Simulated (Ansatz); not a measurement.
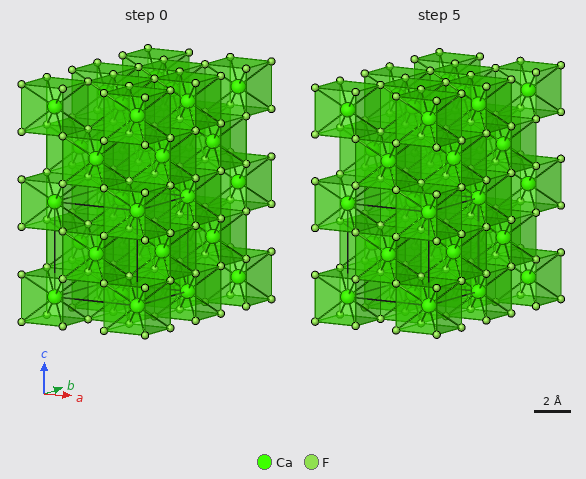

The structure of crystalline CaF2 (built on the fluorite type) before (left) and after (right) a relaxation, at one scale.

Style: polyhedral. Shown: the conventional cell (4 times the calculation's cell), repeated 1 × 2 × 2 with one cell outlined, from a free direction. Lengths and directions refer to the drawn axes.

Theory: DFT, PBEsol, plane waves, PAW (Ansatz 0.2.0).

Input file:
```yaml
crystal:
  lattice:
    - [0.0, 2.7549198418, 2.7549198418]
    - [2.7549198418, 0.0, 2.7549198418]
    - [2.7549198418, 2.7549198418, 0.0]
  atoms:
    - { symbol: Ca, position: [0.0, 0.0, 0.0] }
    - { symbol: F, position: [0.25, 0.25, 0.25] }
    - { symbol: F, position: [0.75, 0.75, 0.75] }
kpoints:
  mp_grid: { grid: [8, 8, 8] }
hamiltonian:
  xc: pbesol
scf:
  occupations: { method: fermi_dirac, width: 0.02 }
relax:
  f_tol: 0.005
  cell: {}
output:
  write_density: true
  write_potential: true
  elf: true
  volumetric_format: npy
```

Launched with:
```bash
ansatz run input.yaml --threads 4 --pin off --max-ram 7372MiB --backend cpu --events-out ev --progress --plain --runs-dir out
```

Summarise the run.

The energy falls by 8.3 meV per atom in 3 accepted moves (5 points after the start). All forces vanish by symmetry, so only the cell relaxes. Pressure: −3.79 GPa at the start and −0.01 GPa at the end. The SCF was repeated twice at an unchanged geometry on a basis and grid sized afresh for the cell, which shifted the energy by 1.8 meV per atom at most. No atom moves by more than 0.005 Å relative to the cell. The volume changes by −4.8 %, with a = b = c 5.510 → 5.421 Å (−1.6 %). Among the contacts that change: Ca1–F2 2.386 → 2.347 Å. The space group stays Fm-3m (No. 225). The run took 2.5 s on 4 threads of Arm Neoverse V1, on a shared host, peak memory 0.31 GiB.
